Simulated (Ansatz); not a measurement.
Si$_{16}$C$_{15}$ (cell with a defect)

Input

```
crystal:
  lattice:
    - [3.0941201761, -5.3591733614, 0.0]
    - [-6.1882403623, 5.8e-09, 0.0]
    - [0.0, 0.0, -10.1293391959]
  atoms:
    - { symbol: Si, position: [0.3432554569, 0.181959612, 0.064973766] }
    - { symbol: Si, position: [0.8333333333, 0.1666666667, 0.0621558122] }
    - { symbol: Si, position: [0.3333333333, 0.6666666667, 0.0621558122] }
    - { symbol: Si, position: [0.8333333333, 0.6666666667, 0.0621558122] }
    - { symbol: Si, position: [0.1666666667, 0.3333333333, 0.5621558122] }
    - { symbol: Si, position: [0.6666666667, 0.3333333333, 0.5621558122] }
    - { symbol: Si, position: [0.1666666667, 0.8333333333, 0.5621558122] }
    - { symbol: Si, position: [0.6666666667, 0.8333333333, 0.5621558122] }
    - { symbol: Si, position: [0.4964688285, 0.0034374704, 0.309606397] }
    - { symbol: Si, position: [1.0032028036, -0.0153609782, 0.3149707105] }
    - { symbol: Si, position: [0.5000927527, 0.5257724478, 0.3139937439] }
    - { symbol: Si, position: [1.0, 0.5, 0.3121004435] }
    - { symbol: Si, position: [0.0, 0.5, 0.8121004435] }
    - { symbol: Si, position: [0.5, 0.5, 0.8121004435] }
    - { symbol: Si, position: [0.0, 1.0, 0.8121004435] }
    - { symbol: Si, position: [0.5, 1.0, 0.8121004435] }
    - { symbol: C, position: [0.8333333333, 0.1666666667, 0.2501925542] }
    - { symbol: C, position: [0.3333333333, 0.6666666667, 0.2501925542] }
    - { symbol: C, position: [0.8333333333, 0.6666666667, 0.2501925542] }
    - { symbol: C, position: [0.1666666667, 0.3333333333, 0.7501925542] }
    - { symbol: C, position: [0.6666666667, 0.3333333333, 0.7501925542] }
    - { symbol: C, position: [0.1666666667, 0.8333333333, 0.7501925542] }
    - { symbol: C, position: [0.6666666667, 0.8333333333, 0.7501925542] }
    - { symbol: C, position: [0.0, 0.0, 0.4995521901] }
    - { symbol: C, position: [0.5, 0.0, 0.4995521901] }
    - { symbol: C, position: [0.0, 0.5, 0.4995521901] }
    - { symbol: C, position: [0.5, 0.5, 0.4995521901] }
    - { symbol: C, position: [0.5, 0.5, 0.9995521901] }
    - { symbol: C, position: [1.0, 0.5, 0.9995521901] }
    - { symbol: C, position: [0.5, 1.0, 0.9995521901] }
    - { symbol: C, position: [1.0, 1.0, 0.9995521901] }
  host:
    lattice:
      - [3.0941201812, -2.9e-09, 0.0]
      - [-1.5470600881, 2.6795866807, 0.0]
      - [0.0, 0.0, 10.1293391959]
    atoms:
      - { symbol: Si, position: [0.6666666667, 0.3333333333, 0.9378441878] }
      - { symbol: Si, position: [0.3333333333, 0.6666666667, 0.4378441878] }
      - { symbol: Si, position: [0.0, 0.0, 0.6878995565] }
      - { symbol: Si, position: [0.0, 0.0, 0.1878995565] }
      - { symbol: C, position: [0.6666666667, 0.3333333333, 0.7498074458] }
      - { symbol: C, position: [0.3333333333, 0.6666666667, 0.2498074458] }
      - { symbol: C, position: [0.0, 0.0, 0.5004478099] }
      - { symbol: C, position: [0.0, 0.0, 0.0004478099] }
basis:
  ecutwfc: 420
  xc_grid: 2
kpoints:
  mp_grid: { grid: [4, 4, 2], shift: [0.0, 0.0, 0.0] }
hamiltonian:
  xc: pbe
scf:
  occupations: { method: gaussian, width: 0.01 }
output:
  forces: true
  stress: false
  eigenvalues: true
  charged_corrections:
    defect_position: [0.33333333, 0.16666667, 0.25019255]
    epsilon: [[10.3446, 0.0, 0.0], [0.0, 10.3446, 0.0], [0.0, 0.0, 11.026]]
  write_density: true
  write_potential: true
  elf: true
  volumetric_format: npy
relax:
  adjacent_minimum: "off"
  f_tol: 0.025
  max_steps: 45
```

Command:

```sh
ansatz run input.yaml --threads 4 --pin off --max-ram 8192MiB --backend cpu --events-out ev --progress --plain --runs-dir out
```

The fields are those of the relaxed geometry.

Level of theory: Ansatz 0.2.0, DFT PBE, scalar-relativistic, plane waves, PAW.

What can the converged valence pseudo-density and electron localisation function tell about the bonding?

Answer. Si–C (1.89 Å): the density is about 0.86 e/Å³ at the midpoint; the ELF peaks at about 0.90 between the atoms: localised, covalent bonding.

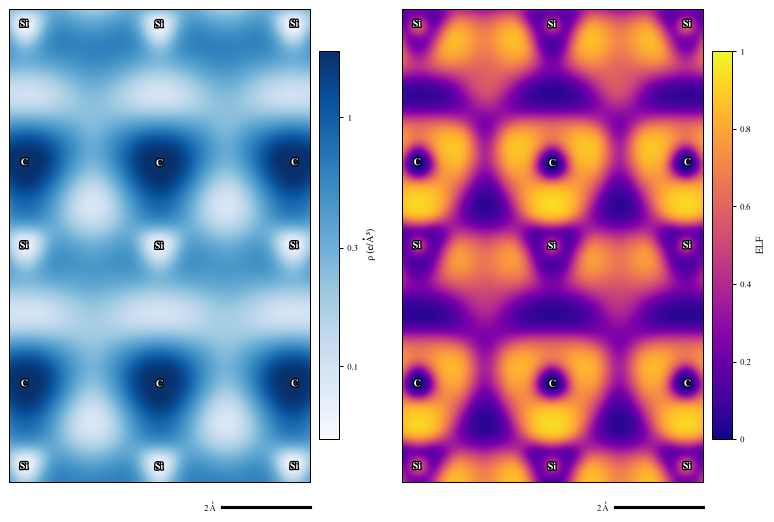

Computed valence pseudo-density and electron localisation function on the (100) plane of the calculation cell, in this order. Atoms just off the plane (Si, 0.8 Å away and C, 0.8 Å away) can leave unmarked features too.

The density is the valence pseudo-density of a PAW calculation; it isn't the true density close to the nuclei.
